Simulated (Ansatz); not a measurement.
## ZrS₂: geometry relaxation (part 1 of 2)

ZrS₂ (3 atoms in the cell), computed with DFT PBE+D3(BJ), scalar-relativistic, plane waves, PAW, no spin polarisation (Ansatz 0.2.0).

The structure was made by swapping elements on the sites of another compound; it need not be a known phase. It belongs to a series of runs on one base structure; here: Hf -> Zr on all its sites, cell and atoms relaxed. Figures and captions count atoms from 1; the log counts them from 0 in places.

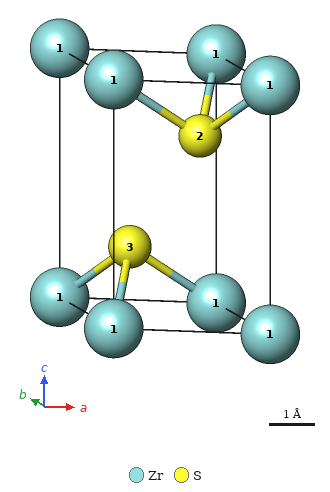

Figure 1. The input geometry (ball-and-stick view of the cell of the calculation, seen slightly off an axis; atoms are numbered from 1 in the order of the input).

The input:
```yaml
crystal:
  lattice:
    - [3.6058628313, 0.0, 0.0]
    - [-1.8029314156, 3.1227688144, 0.0]
    - [0.0, 0.0, 5.7703876695]
  atoms:
    - { symbol: Zr, position: [0.0, 0.0, 0.0] }
    - { symbol: S, position: [0.6666666667, 0.3333333333, 0.7476059822] }
    - { symbol: S, position: [0.3333333333, 0.6666666667, 0.2523940178] }
basis:
  ecutwfc: 420
kpoints:
  mp_grid: { grid: [12, 12, 6] }
hamiltonian:
  xc: pbe
  dispersion: d3bj
scf:
  occupations: { method: gaussian, width: 0.02 }
output:
  forces: true
  stress: true
  eigenvalues: true
relax:
  adjacent_minimum: "off"
  f_tol: 0.01
  max_steps: 60
  cell: { stress_tol: 0.1 }
```

Run on 1 thread of Intel Xeon (Emerald Rapids), 32 GiB of memory available, shared host.

Launch command:
```bash
ansatz run input.yaml --threads 1 --pin off --max-ram 2560MiB --backend cpu --events-out ev --progress --plain --runs-dir out
```

Output:
```
Engine: ansatz 0.2.0, x86_64-unknown-linux-gnu
Pseudopotentials: kind: paw
Pseudopotential: Zr, paw, valence charge 12, recommended cutoff 420 eV (normal), Zr.paw.azcp
Pseudopotential: S, paw, valence charge 6, recommended cutoff 420 eV (normal), S.paw.azcp
Functional definition: PBE
  parameter kappa = 0.804
  parameter beta = 0.06672455060314922
  exchange = pbe_x(kappa = kappa, mu = beta*pi^2/3)
  correlation = pbe_c(beta = beta)
Crystal: 3 atoms, lattice volume = 64.976 Å³
Basis set: ecut = 420 eV, 1243 PW (Γ), exchange–correlation on 50×50×80 points (8 copies of the dense FFT grid, shifted against one another)
Bands: 16, of which v1, the nominal top of the filled ones, is band 12 counted from 1 (11 counted from 0)
Symmetry: 12 space group operations
Space group: P-3m1 (ITA 164), of the structure as read, at distance tolerance 4.0e-5 Å
k-points: 100 of 864
Non-local potential: Zr, projectors of the file, l = 0: 3, l = 1: 2, l = 2: 2, l = 3: 2
Non-local potential: S, projectors of the file, l = 0: 2, l = 1: 2, l = 2: 2
PAW form: soft (Blöchl's): semilocal exchange-correlation on the pseudo side does not see the compensation charge
PAW one-centre angular grid: Zr, 590 points (default); XC on 64 Gauss nodes
PAW one-centre angular grid: S, 110 points (default); XC on 64 Gauss nodes
Initial density: superposition of atomic densities (neutral atoms: chi_scale 0, normalization atom), corrected by the library's trained network
Initial wavefunctions: pseudopotential atomic-orbital guess
Functional: x = pbe(κ = 0.804, μ = 0.2195149727645171), c = pbe(β = 0.06672455060314922)
SCF iter   1: F=—  HF=-5993.661052 eV  |F-HF|=—  |Δ(HF+E_count)|=         —  Δρ=1.38e-3  dr2=1.74e-3  ethr=1.77e-3  ⟨swp⟩=6.1  Hψ=9046  notcnv=0
preconditioner: auto → Resta (q_TF=auto, 2.311 Å⁻¹)  ε∞=6.4  [insulator: Δε(μ)=0.710 eV  Ē_g=7.961 eV  σ=0.020 eV  W_gap=1.00  n_scr=22 (ndim 8)  ℏωp=18.4 eV  f_vac=0.011  D(μ)=0.00/eV (n_scr^D=0)  ε∞_Penn≈6.4]
SCF iter   2: F=—  HF=-5993.660035 eV  |F-HF|=—  |Δ(HF+E_count)|=   1.02e-3  Δρ=7.17e-4  dr2=3.65e-4  ethr=7.23e-6  ⟨swp⟩=2.3  Hψ=3427  notcnv=0
SCF iter   3: F=—  HF=-5993.660230 eV  |F-HF|=—  |Δ(HF+E_count)|=   1.95e-4  Δρ=1.49e-4  dr2=1.18e-5  ethr=1.52e-6  ⟨swp⟩=2.0  Hψ=2200  notcnv=0
SCF iter   4: F=—  HF=-5993.660323 eV  |F-HF|=—  |Δ(HF+E_count)|=   9.35e-5  Δρ=3.97e-5  dr2=1.57e-6  ethr=4.91e-8  ⟨swp⟩=2.0  Hψ=2398  notcnv=0
iter 5 did not close the SCF: its close was put off for the readings that it lacked (scf_convergence_deferred on its scf_iter line)
SCF iter   5: F=-5993.660324 eV  HF=-5993.660324 eV  |F-HF|=8.35e-8  |Δ(HF+E_count)|=   9.31e-7  Δρ=9.86e-6  dr2=9.99e-8  ethr=6.53e-9  ⟨swp⟩=2.0  Hψ=2228  notcnv=0
SCF iter   6: F=-5993.660324 eV  HF=-5993.660324 eV  |F-HF|=5.20e-9  |Δ(HF+E_count)|=   1.06e-7  Δρ=2.61e-6  dr2=7.39e-9  ethr=4.16e-10  ⟨swp⟩=2.9  Hψ=5794  notcnv=0
SCF 1 converged in 6 iterations: F = -5993.660324 eV  dr2 = 7.39e-9
  greatest PAW one-centre occupation: 0.995 electrons in one spin orbital (limit 2), on the Zr atom at site 0 (counted from 0), in its partial waves of l = 0
relax step   1: F+E_penalty+E_count = -5993.66032437 eV  Δ(F+E_penalty+E_count) = +0.000e0 eV  max|allowed force component| = 2.354e-1 eV/Å  Δτ_max = 0.0000 Å  P = +1.867 GPa  Ω = 64.976 Å³  (6 SCF iters, dr2 threshold 1.00e-7 eV, accepted)
Crystal: 3 atoms, lattice volume = 65.725 Å³
Basis set: ecut = 420 eV, 1267 PW (Γ), exchange–correlation on 50×50×80 points (8 copies of the dense FFT grid, shifted against one another)
Initial density: handed on by an earlier stage of this run
Initial wavefunctions: those handed on with the density
iter 1 solved again at ethr=6.93e-5 eV; its pass at ethr=3.10e-3 eV (dr2=1.66e-2 eV) is discarded
SCF iter   1: F=—  HF=-5993.668209 eV  |F-HF|=—  |Δ(HF+E_count)|=         —  Δρ=2.62e-3  dr2=1.62e-2  ethr=6.93e-5  ⟨swp⟩=1.0  Hψ=11137  notcnv=0
preconditioner: auto → Resta (q_TF=auto, 2.307 Å⁻¹)  ε∞=6.4  [insulator: Δε(μ)=0.647 eV  Ē_g=7.857 eV  σ=0.020 eV  W_gap=1.00  n_scr=22 (ndim 8)  ℏωp=18.3 eV  f_vac=0.007  D(μ)=0.00/eV (n_scr^D=0)  ε∞_Penn≈6.4]
SCF iter   2: F=—  HF=-5993.665313 eV  |F-HF|=—  |Δ(HF+E_count)|=   2.90e-3  Δρ=8.04e-4  dr2=8.33e-4  ethr=6.74e-5  ⟨swp⟩=2.0  Hψ=2455  notcnv=0
SCF iter   3: F=—  HF=-5993.665117 eV  |F-HF|=—  |Δ(HF+E_count)|=   1.96e-4  Δρ=3.64e-4  dr2=1.67e-4  ethr=3.47e-6  ⟨swp⟩=2.1  Hψ=2234  notcnv=0
SCF iter   4: F=—  HF=-5993.665065 eV  |F-HF|=—  |Δ(HF+E_count)|=   5.21e-5  Δρ=8.74e-5  dr2=5.32e-6  ethr=6.95e-7  ⟨swp⟩=2.0  Hψ=2200  notcnv=0
SCF iter   5: F=—  HF=-5993.665068 eV  |F-HF|=—  |Δ(HF+E_count)|=   2.72e-6  Δρ=1.80e-5  dr2=3.19e-7  ethr=2.22e-8  ⟨swp⟩=2.0  Hψ=2381  notcnv=0
SCF iter   6: F=-5993.665068 eV  HF=-5993.665068 eV  |F-HF|=2.34e-9  |Δ(HF+E_count)|=   3.02e-7  Δρ=3.91e-6  dr2=1.68e-8  ethr=1.25e-9  ⟨swp⟩=5.1  Hψ=6907  notcnv=0
SCF 2 converged in 6 iterations: F = -5993.665068 eV  dr2 = 1.68e-8
relax step   2: F+E_penalty+E_count = -5993.66506829 eV  Δ(F+E_penalty+E_count) = -4.744e-3 eV  max|allowed force component| = 1.944e-1 eV/Å  Δτ_max = 0.0311 Å  P = -1.249 GPa  Ω = 65.725 Å³  energy of the carried Pulay correction = -8.428e-5 eV  (6 SCF iters, dr2 threshold 3.00e-7 eV, accepted)
Crystal: 3 atoms, lattice volume = 65.717 Å³
iter 1 solved again at ethr=3.27e-6 eV; its pass at ethr=3.10e-3 eV (dr2=7.85e-4 eV) is discarded
SCF iter   1: F=—  HF=-5993.668987 eV  |F-HF|=—  |Δ(HF+E_count)|=         —  Δρ=7.76e-4  dr2=8.20e-4  ethr=3.27e-6  ⟨swp⟩=2.0  Hψ=10844  notcnv=0
preconditioner: auto → Resta (q_TF=auto, 2.307 Å⁻¹)  ε∞=6.4  [insulator: Δε(μ)=0.680 eV  Ē_g=7.857 eV  σ=0.020 eV  W_gap=1.00  n_scr=22 (ndim 8)  ℏωp=18.3 eV  f_vac=0.009  D(μ)=0.00/eV (n_scr^D=0)  ε∞_Penn≈6.4]
SCF iter   2: F=—  HF=-5993.668843 eV  |F-HF|=—  |Δ(HF+E_count)|=   1.44e-4  Δρ=3.34e-4  dr2=8.28e-5  ethr=3.27e-6  ⟨swp⟩=2.5  Hψ=2104  notcnv=0
SCF iter   3: F=—  HF=-5993.668873 eV  |F-HF|=—  |Δ(HF+E_count)|=   3.04e-5  Δρ=1.48e-4  dr2=1.79e-5  ethr=3.45e-7  ⟨swp⟩=2.3  Hψ=2396  notcnv=0
SCF iter   4: F=—  HF=-5993.668871 eV  |F-HF|=—  |Δ(HF+E_count)|=   1.85e-6  Δρ=2.85e-5  dr2=8.21e-7  ethr=7.46e-8  ⟨swp⟩=2.8  Hψ=2640  notcnv=0
SCF iter   5: F=-5993.668872 eV  HF=-5993.668872 eV  |F-HF|=2.02e-8  |Δ(HF+E_count)|=   2.63e-7  Δρ=5.51e-6  dr2=2.11e-8  ethr=1.25e-9  ⟨swp⟩=5.1  Hψ=7351  notcnv=0
SCF 3 converged in 5 iterations: F = -5993.668872 eV  dr2 = 2.11e-8
relax step   3: F+E_penalty+E_count = -5993.66887169 eV  Δ(F+E_penalty+E_count) = -3.803e-3 eV  max|allowed force component| = 2.500e-2 eV/Å  Δτ_max = 0.0200 Å  P = -0.095 GPa  Ω = 65.717 Å³  energy of the carried Pulay correction = -8.337e-5 eV  (5 SCF iters, dr2 threshold 3.00e-7 eV, accepted)
Crystal: 3 atoms, lattice volume = 65.289 Å³
Basis set: ecut = 420 eV, 1255 PW (Γ), exchange–correlation on 50×50×80 points (8 copies of the dense FFT grid, shifted against one another)
iter 1 solved again at ethr=4.18e-6 eV; its pass at ethr=3.10e-3 eV (dr2=1.00e-3 eV) is discarded
SCF iter   1: F=—  HF=-5993.669326 eV  |F-HF|=—  |Δ(HF+E_count)|=         —  Δρ=6.31e-4  dr2=9.80e-4  ethr=4.18e-6  ⟨swp⟩=2.2  Hψ=10211  notcnv=0
preconditioner: auto → Resta (q_TF=auto, 2.309 Å⁻¹)  ε∞=6.5  [insulator: Δε(μ)=0.638 eV  Ē_g=7.874 eV  σ=0.020 eV  W_gap=1.00  n_scr=22 (ndim 8)  ℏωp=18.4 eV  f_vac=0.008  D(μ)=0.00/eV (n_scr^D=0)  ε∞_Penn≈6.5]
SCF iter   2: F=—  HF=-5993.669140 eV  |F-HF|=—  |Δ(HF+E_count)|=   1.87e-4  Δρ=2.69e-4  dr2=1.04e-4  ethr=4.08e-6  ⟨swp⟩=2.4  Hψ=2125  notcnv=0
SCF iter   3: F=—  HF=-5993.669115 eV  |F-HF|=—  |Δ(HF+E_count)|=   2.51e-5  Δρ=1.08e-4  dr2=2.05e-5  ethr=4.34e-7  ⟨swp⟩=2.2  Hψ=2136  notcnv=0
SCF iter   4: F=—  HF=-5993.669130 eV  |F-HF|=—  |Δ(HF+E_count)|=   1.57e-5  Δρ=4.07e-5  dr2=1.50e-6  ethr=8.56e-8  ⟨swp⟩=2.0  Hψ=2132  notcnv=0
SCF iter   5: F=-5993.669131 eV  HF=-5993.669131 eV  |F-HF|=5.37e-8  |Δ(HF+E_count)|=   9.40e-7  Δρ=8.03e-6  dr2=4.61e-8  ethr=3.58e-10  ⟨swp⟩=3.1  Hψ=6818  notcnv=0
SCF 4 converged in 5 iterations: F = -5993.669131 eV  dr2 = 4.61e-8
relax step   4: F+E_penalty+E_count = -5993.66913147 eV  Δ(F+E_penalty+E_count) = -2.598e-4 eV  max|allowed force component| = 3.387e-3 eV/Å  Δτ_max = 0.0084 Å  P = +0.090 GPa  Ω = 65.289 Å³  energy of the carried Pulay correction = -3.533e-5 eV  (5 SCF iters, dr2 threshold 8.59e-8 eV, accepted)
Crystal: 3 atoms, lattice volume = 65.434 Å³
iter 1 solved again at ethr=4.61e-7 eV; its pass at ethr=3.10e-3 eV (dr2=1.11e-4 eV) is discarded
SCF iter   1: F=—  HF=-5993.669162 eV  |F-HF|=—  |Δ(HF+E_count)|=         —  Δρ=2.05e-4  dr2=1.07e-4  ethr=4.61e-7  ⟨swp⟩=1.6  Hψ=9635  notcnv=0
preconditioner: auto → Resta (q_TF=auto, 2.308 Å⁻¹)  ε∞=6.4  [insulator: Δε(μ)=0.661 eV  Ē_g=7.878 eV  σ=0.020 eV  W_gap=1.00  n_scr=22 (ndim 8)  ℏωp=18.4 eV  f_vac=0.008  D(μ)=0.00/eV (n_scr^D=0)  ε∞_Penn≈6.4]
SCF iter   2: F=—  HF=-5993.669142 eV  |F-HF|=—  |Δ(HF+E_count)|=   2.04e-5  Δρ=8.74e-5  dr2=1.17e-5  ethr=4.45e-7  ⟨swp⟩=2.4  Hψ=2104  notcnv=0
SCF iter   3: F=—  HF=-5993.669166 eV  |F-HF|=—  |Δ(HF+E_count)|=   2.35e-5  Δρ=3.36e-5  dr2=2.02e-6  ethr=4.86e-8  ⟨swp⟩=2.1  Hψ=2131  notcnv=0
SCF iter   4: F=—  HF=-5993.669165 eV  |F-HF|=—  |Δ(HF+E_count)|=   2.75e-7  Δρ=1.29e-5  dr2=1.55e-7  ethr=8.43e-9  ⟨swp⟩=2.0  Hψ=2121  notcnv=0
SCF iter   5: F=-5993.669165 eV  HF=-5993.669165 eV  |F-HF|=6.58e-9  |Δ(HF+E_count)|=   8.52e-8  Δρ=2.59e-6  dr2=4.62e-9  ethr=1.47e-10  ⟨swp⟩=5.0  Hψ=5699  notcnv=0
SCF 5 converged in 5 iterations: F = -5993.669165 eV  dr2 = 4.62e-9
relax step   5: F+E_penalty+E_count = -5993.66916539 eV  Δ(F+E_penalty+E_count) = -3.392e-5 eV  max|allowed force component| = 2.413e-4 eV/Å  Δτ_max = 0.0024 Å  P = +0.003 GPa  Ω = 65.434 Å³  energy of the carried Pulay correction = -5.166e-5 eV  (5 SCF iters, dr2 threshold 3.52e-8 eV, accepted)
Initial wavefunctions: pseudopotential atomic-orbital guess (no wavefunctions were taken with the density)
iter 1 solved again at ethr=1.68e-7 eV; its pass at ethr=3.10e-3 eV (dr2=4.04e-5 eV) is discarded
```
